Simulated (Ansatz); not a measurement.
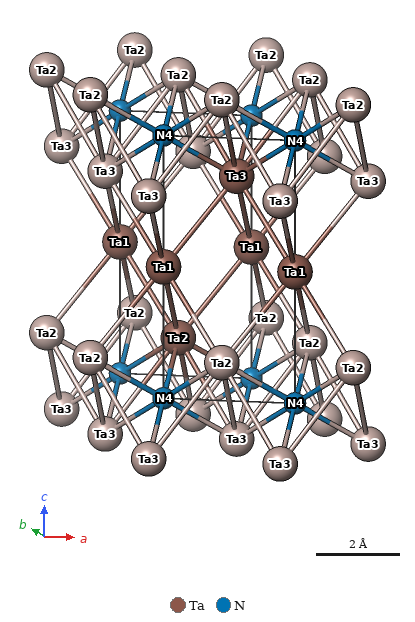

The structure as given in the input (ball-and-stick view of the cell of the calculation, seen slightly off an axis; neighbours outside the cell are drawn fainter; atoms are numbered from 1 in the order of the input). An atom can appear more than once, as a periodic image. Near neighbours in the periodic cell (some may lie outside the picture): Ta has 6 Ta at 2.84 Å; Ta has 3 N at 2.19 Å and 6 Ta at 2.84 to 2.94 Å; N has 6 Ta at 2.19 Å.

**Single-point calculation of Ta3N**

System: Ta3N (P-3m1, 4 atoms in the cell).
Method: DFT PBE, scalar-relativistic, plane waves, PAW, no spin polarisation (Ansatz 0.2.0).

The structure derives from a Materials Project entry. It belongs to a series of runs on one base structure; here: ratio of the length along z to the lengths across it x 0.8, volume and fractional coordinates fixed. Figures and captions count atoms from 1; the log counts them from 0 in places.

### The program's output
```
Engine: ansatz 0.2.0, x86_64-unknown-linux-gnu
Pseudopotentials: kind: paw
Pseudopotential: Ta, paw, valence charge 13, recommended cutoff 420 eV (normal), Ta.paw.azcp
Pseudopotential: N, paw, valence charge 5, recommended cutoff 420 eV (normal), N.paw.azcp
Functional definition: PBE
  parameter kappa = 0.804
  parameter beta = 0.06672455060314922
  exchange = pbe_x(kappa = kappa, mu = beta*pi^2/3)
  correlation = pbe_c(beta = beta)
Crystal: 4 atoms, lattice volume = 59.764 Å³
Basis set: ecut = 420 eV, 1221 PW (Γ), exchange–correlation on 48×48×90 points (8 copies of the dense FFT grid, shifted against one another)
Bands: 27, of which v1, the nominal top of the filled ones, is band 22 counted from 1 (21 counted from 0)
Symmetry: 12 space group operations
Space group: P-3m1 (ITA 164), of the structure as read, at distance tolerance 3.9e-5 Å
k-points: 449 of 4608
Non-local potential: Ta, projectors of the file, l = 0: 3, l = 1: 2, l = 2: 2, l = 3: 1
Non-local potential: N, projectors of the file, l = 0: 2, l = 1: 2, l = 2: 1
PAW form: soft (Blöchl's): semilocal exchange-correlation on the pseudo side does not see the compensation charge
PAW one-centre angular grid: Ta, 590 points (default); XC on 64 Gauss nodes
PAW one-centre angular grid: N, 110 points (default); XC on 64 Gauss nodes
Initial density: superposition of atomic densities (neutral atoms: chi_scale 0, normalization atom), corrected by the library's trained network
Initial wavefunctions: pseudopotential atomic-orbital guess
Functional: x = pbe(κ = 0.804, μ = 0.2195149727645171), c = pbe(β = 0.06672455060314922)
SCF iter   1: F=—  HF=-30181.852045 eV  |F-HF|=—  |Δ(HF+E_count)|=         —  Δρ=1.10e-2  dr2=1.70e-1  ethr=1.77e-3  ⟨swp⟩=4.8  Hψ=50563  notcnv=0
preconditioner: auto → Kerker (q_TF=auto, 2.593 Å⁻¹)  [metal: Δε(μ)=0.004 eV  Ē_g=6.858 eV  σ=0.150 eV  W_gap=0.01  n_scr=22 (ndim 8)  ℏωp=21.5 eV  f_vac=0.000  D(μ)=2.53/eV (n_scr^D=22)]
SCF iter   2: F=—  HF=-30181.832847 eV  |F-HF|=—  |Δ(HF+E_count)|=   1.92e-2  Δρ=5.33e-3  dr2=2.47e-2  ethr=3.86e-4  ⟨swp⟩=1.0  Hψ=15716  notcnv=0
SCF iter   3: F=—  HF=-30181.829372 eV  |F-HF|=—  |Δ(HF+E_count)|=   3.48e-3  Δρ=2.19e-3  dr2=4.85e-3  ethr=5.61e-5  ⟨swp⟩=1.2  Hψ=12131  notcnv=0
SCF iter   4: F=—  HF=-30181.828459 eV  |F-HF|=—  |Δ(HF+E_count)|=   9.13e-4  Δρ=5.86e-4  dr2=2.54e-4  ethr=1.10e-5  ⟨swp⟩=2.0  Hψ=16190  notcnv=0
SCF iter   5: F=—  HF=-30181.828418 eV  |F-HF|=—  |Δ(HF+E_count)|=   4.08e-5  Δρ=2.19e-4  dr2=2.09e-5  ethr=5.78e-7  ⟨swp⟩=2.0  Hψ=16338  notcnv=0
SCF iter   6: F=—  HF=-30181.828411 eV  |F-HF|=—  |Δ(HF+E_count)|=   7.50e-6  Δρ=3.62e-5  dr2=1.05e-6  ethr=4.75e-8  ⟨swp⟩=2.0  Hψ=14841  notcnv=0
SCF iter   7: F=-30181.828411 eV  HF=-30181.828411 eV  |F-HF|=1.97e-8  |Δ(HF+E_count)|=   7.17e-8  Δρ=7.95e-6  dr2=3.94e-8  ethr=2.27e-10  ⟨swp⟩=11.2  Hψ=84766  notcnv=0
SCF 1 converged in 7 iterations: F = -30181.828411 eV  dr2 = 3.94e-8
  greatest PAW one-centre occupation: 0.999 electrons in one spin orbital (limit 2), on the Ta atom at site 0 (counted from 0), in its partial waves of l = 0
```

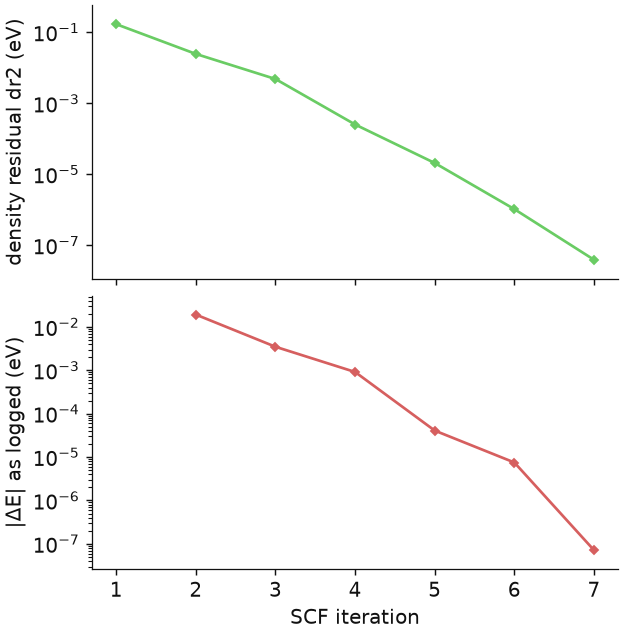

Convergence of the self-consistent field: density residual dr2 and size of the energy change against the SCF iteration. The residual falls at every step.

```
SCF converged after 7 iterations
Free energy (F): -30181.828411 eV
Harris-Foulkes:  -30181.828411 eV  (|F-HF|=1.97e-8)
Internal energy: -30181.799662 eV  (E = F + TS)
E sigma→0 (E₀):  -30181.814036 eV
Entropy (-TS):   -0.028749 eV (-7.187 meV/atom)
Fermi energy:    18.745520 eV
--- Per-component energies (eV) ---
  E_band       = -295.640954
  E_kinetic    = 1231.020017
  E_local      = -1887.507208  (includes V_loc(G=0)·N_el)
  E_nonlocal   = 89.856291
  E_hartree    = 659.636699
  E_xc         = -716.310143
  E_vxc        = -689.743642  (∫ρ·V_xc dr)
  E_paw        = -25317.456504  (= ΣΔE_a)
  E_vpaw       = -358.539394  (= ΣTr[D̂ρ^β])
  E_aug_tail   = 0.000526  (compensation charges beyond the density's cutoff)
  E_ewald      = -4241.039339
  E_smearing   = -0.028749  (= −TS)
  E_closure    = 0.000000  (closes the sum)
  Σ components = -30181.828411   (vs F -30181.828411, Δ=0.00e0)
--- Forces (eV/Å), atoms counted from 1 ---
  atom   1  Ta    -0.00000000     0.00000000     0.00000000
  atom   2  Ta    -0.00000000     0.00000000    -0.92821699
  atom   3  Ta     0.00000000    -0.00000000     0.92821699
  atom   4  N     -0.00000000     0.00000000     0.00000000
  max |Σ_I F_I| component: 1.85e-17 eV/Å
--- Stress (GPa, compression-positive) ---
       -5.850006       0.000000       0.000000
        0.000000      -5.850006       0.000000
        0.000000      -0.000000      18.273199
  P = ⅓ Tr σ = 2.1911 GPa (21.911 kbar)
--- Band table (eV; the first three rows and the last of 449) ---
  k-point 0: bands = ["-49.3271", "-49.2648", "-48.4875", "-16.1723", "-15.8185", "-15.7945", "-15.7945", "-15.7049", "-15.7049", "-14.8632", "-14.8632", "-14.7621", "2.0320", "10.8182", "12.5367", "12.6153", "12.6153", "16.4393", "17.2027", "17.2027", "18.5014", "18.5014", "19.0585", "20.2864", "20.3826", "21.1528", "21.1528"]
  k-point 1: bands = ["-49.3265", "-49.2654", "-48.4874", "-16.2014", "-15.7967", "-15.7967", "-15.7747", "-15.7023", "-15.7023", "-14.8635", "-14.8635", "-14.7775", "2.0388", "10.7306", "12.6117", "12.6117", "12.6460", "16.4762", "17.2712", "17.2712", "18.5655", "18.5655", "18.8163", "20.1723", "20.5930", "20.7281", "20.7281"]
  k-point 2: bands = ["-49.3252", "-49.2668", "-48.4873", "-16.2552", "-15.8016", "-15.8016", "-15.6965", "-15.6965", "-15.6821", "-14.8644", "-14.8644", "-14.8177", "2.0552", "10.5487", "12.6027", "12.6027", "12.8862", "16.5258", "17.4698", "17.4698", "18.5202", "18.7269", "18.7269", "19.9262", "20.0708", "20.0708", "20.7101"]
  k-point 448: bands = ["-49.2715", "-49.2715", "-48.4709", "-16.2795", "-16.1778", "-16.1778", "-15.8938", "-15.6842", "-15.6842", "-15.0312", "-15.0312", "-14.8966", "2.7453", "11.9352", "11.9352", "12.8938", "16.1559", "16.1559", "17.1131", "17.3687", "17.3687", "17.4328", "18.7619", "18.7619", "22.5253", "22.5253", "22.5641"]
```

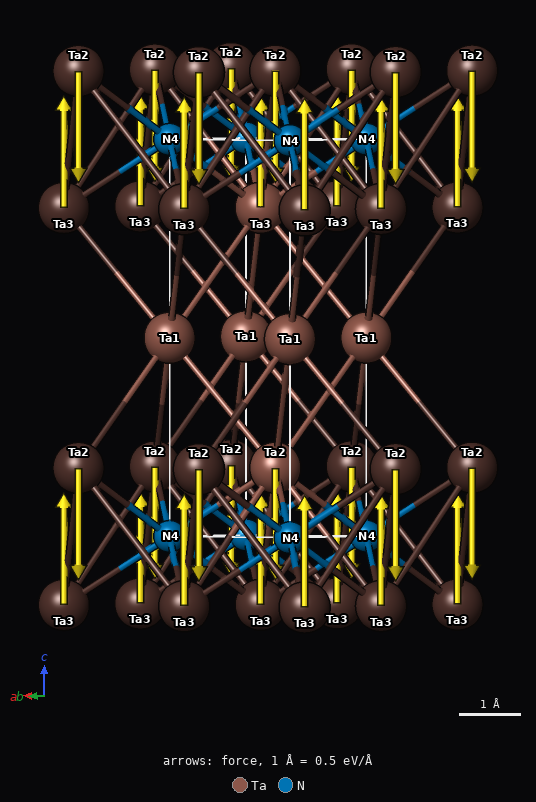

Forces on the atoms as yellow arrows (ball-and-stick view of the cell of the calculation, seen at an oblique angle; neighbours outside the cell are drawn fainter; atoms are numbered from 1 in the order of the input). The largest act on Ta2, Ta3 (0.93 eV/Å). The geometry is not a stationary point of this energy.

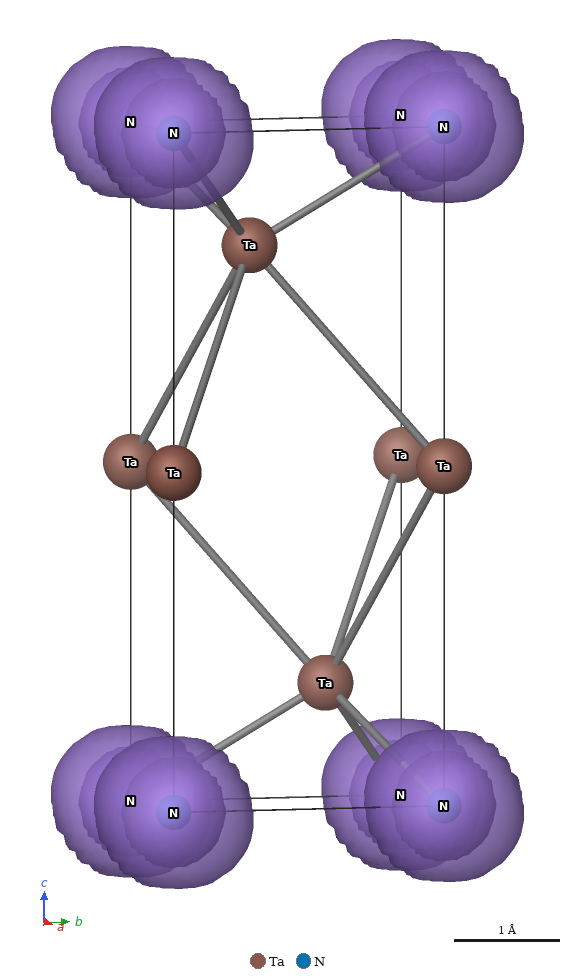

Isosurface of the electron localisation function at 0.75 (purple), seen at an oblique angle. Only the valence region is drawn (cores and ρ < 0.01 e/Å³ removed). Sticks mark near contacts. The outline is the cell set on symmetry axes. Profiles from the grid: Ta–N (2.19 Å): the ELF is about 0.15 at the midpoint; no shared pair; the contact is polar. Ta–Ta (2.84 Å): the ELF is about 0.40 at the midpoint (no shared electron pair). The fields are those of the smooth PAW valence density.

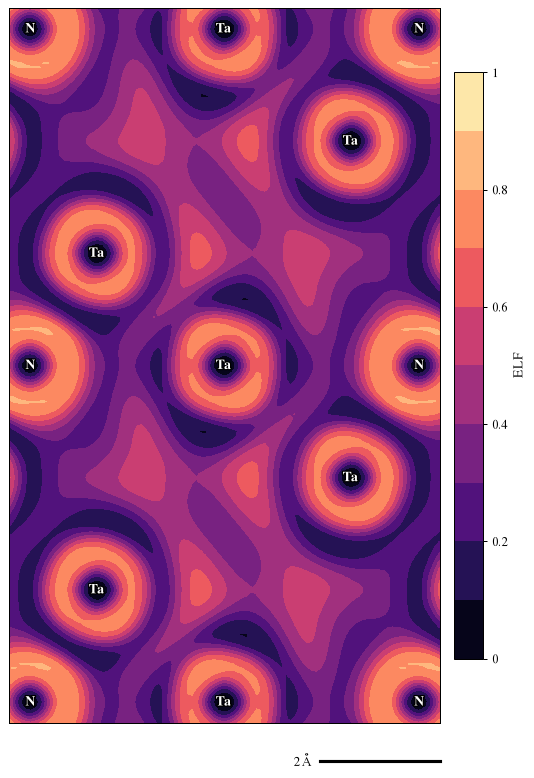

Electron localisation function on the (110) plane of the conventional cell. The section cuts through Ta and N sites. Ta–N (2.19 Å): the ELF is about 0.15 at the midpoint (a polar contact without a shared pair, in a metal). Ta–Ta (2.84 Å): the ELF is about 0.40 at the midpoint; no shared electron pair.5. The strong features right at Ta lie inside the PAW spheres (semicore, d or f shells) and say nothing about bonding.

This output came from the following input.

### Input file
```yaml
crystal:
  lattice:
    - [3.2551082548, 0.0, 0.0]
    - [-1.6275541274, 2.8190064407, 0.0]
    - [0.0, 0.0, 6.5129320655]
  atoms:
    - { symbol: Ta, position: [0.0, 0.0, 0.5] }
    - { symbol: Ta, position: [0.3333333333, 0.6666666667, 0.1735950547] }
    - { symbol: Ta, position: [0.6666666667, 0.3333333333, 0.8264049453] }
    - { symbol: "N", position: [0.0, 0.0, 0.0] }
basis:
  ecutwfc: 420
kpoints:
  mp_grid: { grid: [24, 24, 8] }
hamiltonian:
  xc: pbe
scf:
  occupations: { method: gaussian, width: 0.15 }
output:
  forces: true
  stress: true
  eigenvalues: true
  write_density: true
  write_potential: true
  elf: true
  volumetric_format: npy
```

Launch command:
```bash
ansatz run input.yaml --threads 1 --pin off --max-ram 2560MiB --backend cpu --events-out ev --progress --plain --runs-dir out
```

### Results in brief

| quantity | value |
| --- | --- |
| outcome | converged |
| space group (tolerance 0.01 Å) | P-3m1 (164) |
| electrons treated | 44 |
| free energy | −30181.8284 eV |
| Fermi energy | 18.746 eV |
| gap on the k-point mesh | none (metallic) |
| pressure | 2.19 GPa |
| largest force (length of the vector) | 0.928 eV/Å |
| hardware | 1 thread of AMD EPYC (Zen 5), 32 GiB of memory available, shared host |
| wall time | 11 s |
| peak memory | 0.78 GiB |

### Remarks

Spin–orbit coupling is left out, which matters for Ta.
